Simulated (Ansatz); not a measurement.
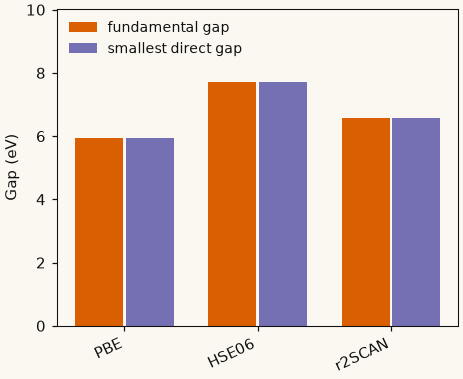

Gaps of SiO₂, space group I-42d (No. 122), 6 atoms in the cell, at several levels of theory on one cell (Ansatz, plane waves and PAW; edges over the mesh and the special points).

How does the gap depend on the level, and does its kind change?

Answer. In rising order: PBE 5.94 eV, r2SCAN 6.56 eV and HSE06 7.72 eV. It is direct at every level.
